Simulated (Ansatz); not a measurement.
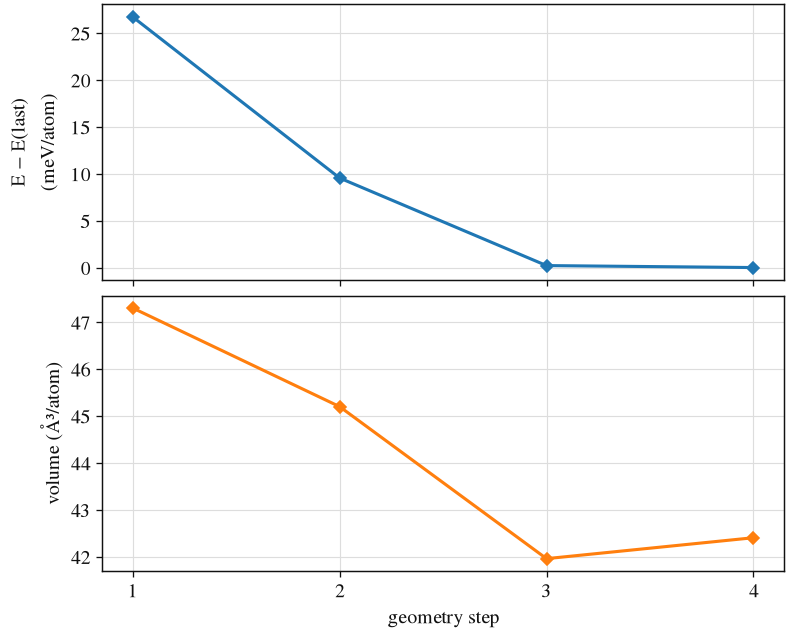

History of a geometry optimisation. The run: Ca (P6_3/mmc, 2 atoms in the cell), by DFT PBE, scalar-relativistic, plane waves, PAW in Ansatz; cutoff 420 eV, 15×15×8 k-mesh, Gaussian smearing of 0.1 eV. Atoms and cell relax. A closing SCF on a freshly chosen basis isn't drawn.

The optimisation met its thresholds at geometry 4, counting the start as the first. The energy fell by about 27 meV/atom from the first step to the last. All forces vanish by symmetry, so only the cell moves. The volume shrinks from 47.3 to 42.4 Å³ per atom (−10 %), overshooting to 42.0 at step 3.
